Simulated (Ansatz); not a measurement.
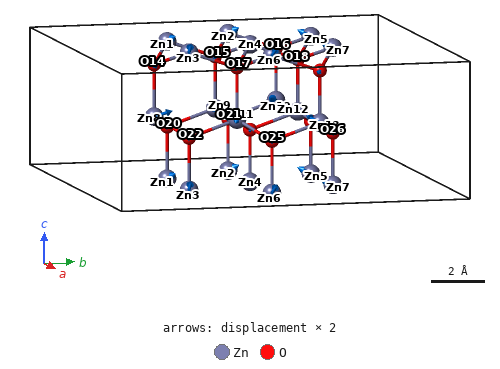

A relaxation of a wire of composition ZnO. The starting structure is drawn; blue arrows show the displacements (the part carried along by the change of the cell is left out), magnified 2 times.

Style: ball-and-stick. Shown: the cell of the calculation, with the vacuum cut short (origin shifted), slightly off an axis.

Case: wire along [0 0 1], 26 atoms a period.

Method: Ansatz, DFT PBE, scalar-relativistic, plane waves, PAW.

The input:
```yaml
crystal:
  lattice:
    - [15.6, 0.0, 0.0]
    - [0.0, 15.9, 0.0]
    - [0.0, 0.0, 5.2933196379]
  atoms:
    - { symbol: Zn, position: [0.3948879365, 0.3511463744, 0.4999697863], spin: 0.3 }
    - { symbol: Zn, position: [0.2897758731, 0.5297707251, 0.4999697863], spin: 0.3 }
    - { symbol: Zn, position: [0.6051120635, 0.3511463744, 0.4999697863], spin: 0.3 }
    - { symbol: Zn, position: [0.5, 0.5297707251, 0.4999697863], spin: 0.3 }
    - { symbol: Zn, position: [0.3948879365, 0.7083950758, 0.4999697863], spin: 0.3 }
    - { symbol: Zn, position: [0.7102241269, 0.5297707251, 0.4999697863], spin: 0.3 }
    - { symbol: Zn, position: [0.6051120635, 0.7083950758, 0.4999697863], spin: 0.3 }
    - { symbol: Zn, position: [0.5, 0.2916049242, 0.9999697863], spin: 0.3 }
    - { symbol: Zn, position: [0.3948879365, 0.4702292749, 0.9999697863], spin: 0.3 }
    - { symbol: Zn, position: [0.2897758731, 0.6488536256, 0.9999697863], spin: 0.3 }
    - { symbol: Zn, position: [0.6051120635, 0.4702292749, 0.9999697863], spin: 0.3 }
    - { symbol: Zn, position: [0.5, 0.6488536256, 0.9999697863], spin: 0.3 }
    - { symbol: Zn, position: [0.7102241269, 0.6488536256, 0.9999697863], spin: 0.3 }
    - { symbol: O, position: [0.5, 0.2916049242, 0.3790402137], spin: 0.3 }
    - { symbol: O, position: [0.3948879365, 0.4702292749, 0.3790402137], spin: 0.3 }
    - { symbol: O, position: [0.2897758731, 0.6488536256, 0.3790402137], spin: 0.3 }
    - { symbol: O, position: [0.6051120635, 0.4702292749, 0.3790402137], spin: 0.3 }
    - { symbol: O, position: [0.5, 0.6488536256, 0.3790402137], spin: 0.3 }
    - { symbol: O, position: [0.7102241269, 0.6488536256, 0.3790402137], spin: 0.3 }
    - { symbol: O, position: [0.3948879365, 0.3511463744, 0.8790402137], spin: 0.3 }
    - { symbol: O, position: [0.2897758731, 0.5297707251, 0.8790402137], spin: 0.3 }
    - { symbol: O, position: [0.6051120635, 0.3511463744, 0.8790402137], spin: 0.3 }
    - { symbol: O, position: [0.5, 0.5297707251, 0.8790402137], spin: 0.3 }
    - { symbol: O, position: [0.3948879365, 0.7083950758, 0.8790402137], spin: 0.3 }
    - { symbol: O, position: [0.7102241269, 0.5297707251, 0.8790402137], spin: 0.3 }
    - { symbol: O, position: [0.6051120635, 0.7083950758, 0.8790402137], spin: 0.3 }
basis:
  ecutwfc: 420
kpoints:
  mp_grid: { grid: [1, 1, 6] }
hamiltonian:
  xc: pbe
scf:
  occupations: { method: gaussian, width: 0.05 }
  lower_state_search: "off"
output:
  forces: true
  stress: true
  eigenvalues: true
  populations: true
  write_density: true
  write_potential: true
  elf: true
  volumetric_format: npy
magnetization:
  spin_polarized: true
relax:
  adjacent_minimum: "off"
  f_tol: 0.02
  max_steps: 45
  cell: { fix: [a, b, alpha, beta, gamma], stress_tol: 0.03 }
```

Command:
```bash
ansatz run input.yaml --threads 4 --pin off --max-ram 11264MiB --backend cpu --events-out ev --progress --plain --runs-dir out
```

Q: Atoms of which element are displaced furthest, and by how much?

A: Zinc: up to 0.38 Å, against 0.10 Å for oxygen.

Q: What did the optimiser do to the structure, and how much energy did it gain?

A: The largest moves relative to the centre of the atoms, 0.38 Å, are those of Zn8, Zn10 and Zn13. Largest moves by element: Zn 0.38 Å, O 0.10 Å. Along the periodic axis the drawn cell goes c 5.293 → 5.404 Å (+2.1 %). Near-neighbour distances that change, for instance: Zn1–O20 2.007 → 1.875 Å, Zn10–O16 2.007 → 1.890 Å, Zn11–O23 1.999 → 2.098 Å, Zn10–O21 1.999 → 1.920 Å. Among the angles between lasting bonds that change: Zn6–O19–Zn7 110.3° → 93.0°, O19–Zn6–O25 108.7° → 121.2°, Zn3–O17–Zn4 110.3° → 99.0°. The energy falls by 2.741 eV per cell of the calculation in 5 accepted moves (8 points after the start). The largest force component goes from 1.6 to 0.0033 eV/Å. The line search rejected the trial step at point 3 of the run. The SCF was repeated twice at an unchanged geometry on a basis and grid sized afresh for the cell, which shifted the energy by 29.6 meV per cell of the calculation at most. The program noted that the starting moments weren't kept. The run took 5.7 min on 4 threads of Intel(R) Xeon(R) 6975P-C (Granite Rapids), with other jobs on the host, peak memory 4.2 GiB.
